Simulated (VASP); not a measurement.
# O on Co(0001): binding against coverage, part 9 of 12

Aim: adsorption energy and work function of O on Co(0001) from low coverage to a full layer.

VASP 6.6.1, plane waves and PAW; the level of theory is named at each step.

Still holding for the runs below: The magnetic state follows from one typed start and may not be the lowest.

So far. Step 15 (The vacuum level with the adsorbate, coverage 3/4 …): The vacuum level lies 6.50 eV above the Fermi level at the upper face; the two faces differ by 1.56 eV, the step that the slab's dipole of 0.184 e·Å makes.

## (16) Surface relaxation, cell 3 x 3, k-mesh 6×6×1

This step: PBE, spin-polarised from a ferromagnetic start; plane waves and PAW (Co) (VASP 6.6.1).

System of this step: Co(0001). The cell holds 27 atoms: 27 Co. Its edges and angles: a = 7.468 Å, b = 7.468 Å, c = 19.028 Å, α = 90.0°, β = 90.0°, γ = 60.0°. It derives from Co. 3 layers of hcp Co, cut at this functional's lattice. Vacuum lies along c.

File INCAR:

```
SYSTEM = Co
PREC = Normal
ENCUT = 440
EDIFF = 1E-05
NELM = 120
ISMEAR = 1
SIGMA = 0.15
LREAL = Auto
ALGO = Fast
GGA = PE
NBANDS = 176
ISPIN = 2
MAGMOM = 2 2 2 2 2 2 2 2 2 2 2 2 2 2 2 2 2 2 2 2 2 2 2 2 2 2 2
LASPH = .TRUE.
LMAXMIX = 4
LORBIT = 11
LWAVE = .FALSE.
LCHARG = .FALSE.
KPAR = 4
NCORE = 2
IBRION = 2
NSW = 30
ISIF = 2
EDIFFG = -0.03
POTIM = 0.4
MAXMIX = 40
IDIPOL = 3
LDIPOL = .TRUE.
DIPOL = 0.5 0.5 0.5
```

File POSCAR:

```
Co
1.0
    7.4676653556      0.0000000000      0.0000000000
    3.7338326778      6.4671879049      0.0000000000
    0.0000000000      0.0000000000     19.0280846307
Co
27
Selective dynamics
Direct
    0.0000000000      0.0000000000      0.3941542300  F F F
    0.3333333300      0.0000000000      0.3941542300  F F F
    0.6666666700      0.0000000000      0.3941542300  F F F
    0.0000000000      0.3333333300      0.3941542300  F F F
    0.3333333300      0.3333333300      0.3941542300  F F F
    0.6666666700      0.3333333300      0.3941542300  F F F
    0.0000000000      0.6666666700      0.3941542300  F F F
    0.3333333300      0.6666666700      0.3941542300  F F F
    0.6666666700      0.6666666700      0.3941542300  F F F
    0.8888888900      0.2222222200      0.5000000000  T T T
    0.2222222200      0.2222222200      0.5000000000  T T T
    0.5555555600      0.2222222200      0.5000000000  T T T
    0.8888888900      0.5555555600      0.5000000000  T T T
    0.2222222200      0.5555555600      0.5000000000  T T T
    0.5555555600      0.5555555600      0.5000000000  T T T
    0.8888888900      0.8888888900      0.5000000000  T T T
    0.2222222200      0.8888888900      0.5000000000  T T T
    0.5555555600      0.8888888900      0.5000000000  T T T
    0.0000000000      0.0000000000      0.6058457700  T T T
    0.3333333300      0.0000000000      0.6058457700  T T T
    0.6666666700      0.0000000000      0.6058457700  T T T
    0.0000000000      0.3333333300      0.6058457700  T T T
    0.3333333300      0.3333333300      0.6058457700  T T T
    0.6666666700      0.3333333300      0.6058457700  T T T
    0.0000000000      0.6666666700      0.6058457700  T T T
    0.3333333300      0.6666666700      0.6058457700  T T T
    0.6666666700      0.6666666700      0.6058457700  T T T
```

File KPOINTS:

```
Automatic mesh
0
Gamma
6 6 1
0 0 0
```

PAW data sets: Co (PBE family, release 64).

Started as:

```console
mpirun -np 8 vasp_std
```

The program printed:

```text
[banner, memory and clock lines left out]
running    8 mpi-ranks, on    1 nodes
[...]
LDA part: xc-table for (Slater+PW92), standard interpolation
 POSCAR, INCAR and KPOINTS ok, starting setup
[...]
entering main loop
       N       E                     dE             d eps       ncg     rms          rms(c)
DAV:   1     0.177191432954E+04    0.17719E+04   -0.93194E+04  4928   0.123E+03
DAV:   2    -0.582556802637E+02   -0.18302E+04   -0.17095E+04  4928   0.307E+02
DAV:   3    -0.198562107281E+03   -0.14031E+03   -0.12494E+03  5240   0.123E+02
DAV:   4    -0.202682174971E+03   -0.41201E+01   -0.40665E+01  5288   0.238E+01
[...]
RMM:  28    -0.176881415901E+03   -0.19558E-04   -0.74127E-06  2881   0.589E-03    0.397E-03
RMM:  29    -0.176881437367E+03   -0.21466E-04   -0.29295E-06  2685   0.417E-03    0.382E-03
RMM:  30    -0.176881447233E+03   -0.98658E-05   -0.27341E-06  2647   0.358E-03
   1 F= -.17688145E+03 E0= -.17687873E+03  d E =-.176881E+03  mag=    44.5361
[... from here on, the cycles between the ionic steps are left out ...]
   2 F= -.17689748E+03 E0= -.17689461E+03  d E =-.160361E-01  mag=    44.5178
   3 F= -.17692424E+03 E0= -.17692093E+03  d E =-.427881E-01  mag=    44.4767
   4 F= -.17692595E+03 E0= -.17692251E+03  d E =-.445039E-01  mag=    44.4658
   5 F= -.17694167E+03 E0= -.17693809E+03  d E =-.157209E-01  mag=    44.4550
   6 F= -.17696006E+03 E0= -.17695604E+03  d E =-.341079E-01  mag=    44.4306
   7 F= -.17696051E+03 E0= -.17695655E+03  d E =-.345620E-01  mag=    44.4351
[...]
reached required accuracy - stopping structural energy minimisation
```

It took 8 min on 8 MPI ranks of AMD EPYC 9R45, shared host; peak memory 6.1 GiB; 64 min of CPU time.

From OUTCAR (step 16):

```text
  Total      -14.8964570    -14.8964570     -0.5992374     -0.0000000      0.0000000      0.0000000
  in kB      -25.9715678    -25.9715678     -1.0447542     -0.0000000      0.0000000      0.0000000
  external PRESSURE =     -17.6626299 kB  Pullay stress =       0.0000000 kB

 POSITION                                       TOTAL-FORCE (eV/Angst)
 -----------------------------------------------------------------------------------
      0.00000      0.00000      7.50000         0.000000      0.000000      0.004383
      2.48922      0.00000      7.50000        -0.000000      0.000000      0.004383
      4.97844      0.00000      7.50000         0.000000      0.000000      0.004383
      1.24461      2.15573      7.50000         0.000000      0.000000      0.004383
      3.73383      2.15573      7.50000        -0.000000      0.000000      0.004383
      6.22305      2.15573      7.50000         0.000000      0.000000      0.004383
      2.48922      4.31146      7.50000         0.000000      0.000000      0.004383
      4.97844      4.31146      7.50000         0.000000      0.000000      0.004383
      7.46767      4.31146      7.50000         0.000000      0.000000      0.004383
      7.46767      1.43715      9.47601        -0.000000     -0.000000      0.006155
      2.48922      1.43715      9.47601        -0.000000     -0.000000      0.006155
      4.97844      1.43715      9.47601        -0.000000     -0.000000      0.006155
      8.71228      3.59288      9.47601        -0.000000     -0.000000      0.006155
      3.73383      3.59288      9.47601        -0.000000      0.000000      0.006155
[...]
-----------------------------------------------------------------------------------
    total drift:                                0.000001      0.000001     -0.031087

  FREE ENERGIE OF THE ION-ELECTRON SYSTEM (eV)
  ---------------------------------------------------
  free  energy   TOTEN  =      -176.9605131638 eV

  energy  without entropy=     -176.9486112233  energy(sigma->0) =     -176.95654585

 magnetization (x)
# of ion       s       p       d       tot
------------------------------------------
    1       -0.012  -0.046   1.747   1.689
    2       -0.012  -0.046   1.747   1.689
    3       -0.012  -0.046   1.747   1.689
    4       -0.012  -0.046   1.747   1.689
    5       -0.012  -0.046   1.747   1.689
    6       -0.012  -0.046   1.747   1.689
    7       -0.012  -0.046   1.747   1.689
    8       -0.012  -0.046   1.747   1.689
    9       -0.012  -0.046   1.747   1.689
   10       -0.018  -0.058   1.703   1.627
   11       -0.018  -0.058   1.703   1.627
   12       -0.018  -0.058   1.703   1.627
   13       -0.018  -0.058   1.703   1.627
[...]
--------------------------------------------------
tot         -0.384  -1.345  46.773  45.044

[... 1 part as in an earlier step ...]

[... 3 further parts left out ...]
[key lines of the parts left out:]
E-fermi :   0.0223
```

Relaxation path:

```csv
step,energy less that of the first step (eV),largest force (eV/Å)
1,0.0000,0.2242
2,-0.0160,0.1854
3,-0.0428,0.1493
4,-0.0445,0.1903
5,-0.0602,0.1409
6,-0.0786,0.0309
7,-0.0791,0.0105
```

The atoms that moved most (Å):

```csv
atom,dx,dy,dz,length
Co25,0.000,0.000,-0.075,0.075
Co26,0.000,0.000,-0.075,0.075
Co24,0.000,0.000,-0.075,0.075
Co23,0.000,0.000,-0.075,0.075
Co21,0.000,0.000,-0.075,0.075
Co22,0.000,0.000,-0.075,0.075
Co19,0.000,0.000,-0.075,0.075
Co27,0.000,0.000,-0.075,0.075
```

The relaxed structure:

```xyz
27
Lattice="7.4677 0.0000 0.0000 3.7338 6.4672 0.0000 0.0000 0.0000 19.0281" Properties=species:S:1:pos:R:3
Co    0.0000    0.0000    7.5000
Co    2.4892    0.0000    7.5000
Co    4.9784    0.0000    7.5000
Co    1.2446    2.1557    7.5000
Co    3.7338    2.1557    7.5000
Co    6.2231    2.1557    7.5000
Co    2.4892    4.3115    7.5000
Co    4.9784    4.3115    7.5000
Co    7.4677    4.3115    7.5000
Co    7.4677    1.4372    9.4760
Co    2.4892    1.4372    9.4760
Co    4.9784    1.4372    9.4760
Co    8.7123    3.5929    9.4760
Co    3.7338    3.5929    9.4760
Co    6.2231    3.5929    9.4760
Co    9.9569    5.7486    9.4760
Co    4.9784    5.7486    9.4760
Co    7.4677    5.7486    9.4760
Co    0.0000    0.0000   11.4536
Co    2.4892    0.0000   11.4536
Co    4.9784    0.0000   11.4536
Co    1.2446    2.1557   11.4536
Co    3.7338    2.1557   11.4536
Co    6.2231    2.1557   11.4536
Co    2.4892    4.3115   11.4536
Co    4.9784    4.3115   11.4536
Co    7.4677    4.3115   11.4536
```

The run ended after 7 ionic steps, 0.079 eV below its first step, once the forces on the free atoms met EDIFFG = -0.03.

## (17) The vacuum level, cell 3 x 3, k-mesh 6×6×1

INCAR, as its differences from that of step 16:

```diff
@@ -3,3 +3,3 @@
 ENCUT = 440
-EDIFF = 1E-05
+EDIFF = 1E-06
 NELM = 120
@@ -20,10 +20,6 @@
 NCORE = 2
-IBRION = 2
-NSW = 30
-ISIF = 2
-EDIFFG = -0.03
-POTIM = 0.4
-MAXMIX = 40
 IDIPOL = 3
 LDIPOL = .TRUE.
-DIPOL = 0.5 0.5 0.5
+DIPOL = 0.5 0.5 0.498
+LVHAR = .TRUE.
+LVACPOTAV = .TRUE.
```

File POSCAR:

```
Co
1.0
    7.4676653556      0.0000000000      0.0000000000
    3.7338326778      6.4671879049      0.0000000000
    0.0000000000      0.0000000000     19.0280846307
Co
27
Selective dynamics
Direct
    0.0000000000      0.0000000000      0.3941542300  F F F
    0.3333333300      0.0000000000      0.3941542300  F F F
    0.6666666700      0.0000000000      0.3941542300  F F F
    0.0000000000      0.3333333300      0.3941542300  F F F
    0.3333333300      0.3333333300      0.3941542300  F F F
    0.6666666700      0.3333333300      0.3941542300  F F F
    0.0000000000      0.6666666700      0.3941542300  F F F
    0.3333333300      0.6666666700      0.3941542300  F F F
    0.6666666700      0.6666666700      0.3941542300  F F F
    0.8888888900      0.2222222200      0.4980012641  T T T
    0.2222222200      0.2222222200      0.4980012641  T T T
    0.5555555600      0.2222222200      0.4980012641  T T T
    0.8888888900      0.5555555600      0.4980012641  T T T
    0.2222222200      0.5555555600      0.4980012641  T T T
    0.5555555600      0.5555555600      0.4980012641  T T T
    0.8888888900      0.8888888900      0.4980012641  T T T
    0.2222222200      0.8888888900      0.4980012641  T T T
    0.5555555600      0.8888888900      0.4980012641  T T T
    0.0000000000      0.0000000000      0.6019299969  T T T
    0.3333333300      0.0000000000      0.6019299969  T T T
    0.6666666700      0.0000000000      0.6019299969  T T T
    0.0000000000      0.3333333300      0.6019299969  T T T
    0.3333333300      0.3333333300      0.6019299969  T T T
    0.6666666700      0.3333333300      0.6019299969  T T T
    0.0000000000      0.6666666700      0.6019299969  T T T
    0.3333333300      0.6666666700      0.6019299969  T T T
    0.6666666700      0.6666666700      0.6019299969  T T T
```

KPOINTS is that of step 16.

Started as:

```console
mpirun -np 8 vasp_std
```

The program printed:

```text
[... set-up lines as in an earlier step ...]
 entering main loop
       N       E                     dE             d eps       ncg     rms          rms(c)
DAV:   1     0.177937220894E+04    0.17794E+04   -0.93370E+04  4928   0.123E+03
DAV:   2    -0.570046452399E+02   -0.18364E+04   -0.17146E+04  4928   0.308E+02
DAV:   3    -0.198533330183E+03   -0.14153E+03   -0.12649E+03  5272   0.124E+02
DAV:   4    -0.202633537327E+03   -0.41002E+01   -0.40511E+01  5288   0.239E+01
[...]
RMM:  32    -0.176960570283E+03   -0.46752E-05   -0.32865E-07  3111   0.178E-03    0.167E-03
RMM:  33    -0.176960572957E+03   -0.26743E-05   -0.18210E-07  3025   0.133E-03    0.798E-04
RMM:  34    -0.176960573674E+03   -0.71684E-06   -0.66372E-08  2782   0.906E-04
 [... a notice as in an earlier step ...]

   1 F= -.17696057E+03 E0= -.17695661E+03  d E =-.119056E-01  mag=    44.4358
```

Elapsed: 2.8 min, on 8 MPI ranks; peak memory 5.8 GiB.

From OUTCAR (step 17):

```text
  Total      -14.9958830    -14.9958830     -0.6993833     -0.0000000      0.0000000      0.0000000
  in kB      -26.1449143    -26.1449143     -1.2193557     -0.0000000      0.0000000      0.0000000
  external PRESSURE =     -17.8363948 kB  Pullay stress =       0.0000000 kB

 POSITION                                       TOTAL-FORCE (eV/Angst)
 -----------------------------------------------------------------------------------
      0.00000      0.00000      7.50000        -0.000000      0.000000      0.004173
      2.48922      0.00000      7.50000        -0.000000      0.000000      0.004173
      4.97844      0.00000      7.50000        -0.000000      0.000000      0.004173
      1.24461      2.15573      7.50000        -0.000000      0.000000      0.004173
      3.73383      2.15573      7.50000        -0.000000      0.000000      0.004173
      6.22305      2.15573      7.50000        -0.000000      0.000000      0.004173
      2.48922      4.31146      7.50000        -0.000000      0.000000      0.004173
      4.97844      4.31146      7.50000        -0.000000      0.000000      0.004173
      7.46767      4.31146      7.50000        -0.000000      0.000000      0.004173
      7.46767      1.43715      9.47601         0.000000      0.000000      0.006361
      2.48922      1.43715      9.47601        -0.000000     -0.000000      0.006361
      4.97844      1.43715      9.47601         0.000000     -0.000000      0.006361
      8.71228      3.59288      9.47601         0.000000     -0.000000      0.006361
      3.73383      3.59288      9.47601         0.000000     -0.000000      0.006361
[...]
-----------------------------------------------------------------------------------
    total drift:                                0.000001      0.000001     -0.025504

  FREE ENERGIE OF THE ION-ELECTRON SYSTEM (eV)
  ---------------------------------------------------
  free  energy   TOTEN  =      -176.9605736737 eV

  energy  without entropy=     -176.9486680833  energy(sigma->0) =     -176.95660514

[... 3 parts as in an earlier step ...]

[... 1 further part left out ...]
[key lines of the parts left out:]
E-fermi :   0.0221
```

Zero at the Fermi level. Planar average of the electrostatic potential against height:

```csv
height (Å),planar average of the electrostatic potential (eV)
0,4.94
2,4.94
4,4.93
6,3.87
8,-9.23
10,-8.45
12,-7.45
14,4.86
16,4.94
18,4.94
```

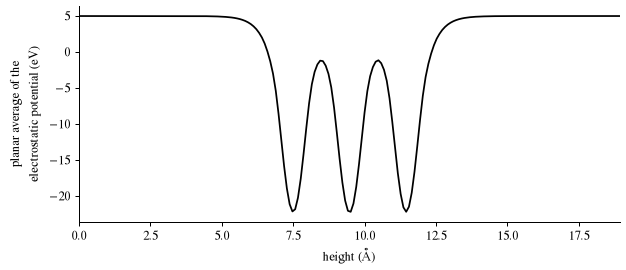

Planar average of the electrostatic potential, plotted against height.

The vacuum level lies 4.94 eV above the Fermi level at the upper face; both faces agree, as the slab has next to no dipole.

The program found no field-free point at its default tolerance, but its printed level agrees with the flat part of the planar average.

(Part 9 of 12 ends here.)

[Lines on the potential files, build, host, timing and source positions are cut from VASP's logs without a mark.]

[Logs are printed without paths, hosts, clocks, repeated set-up lines and the standing remarks that a program may print on its own settings, such as how far it seeks lower states.]

[Hosts, paths, dates, database ids (printed as entryN), source tags and the programs' standing remarks are cut or masked in the printed files.]

[Runs that stopped without an error message from VASP are left out.]
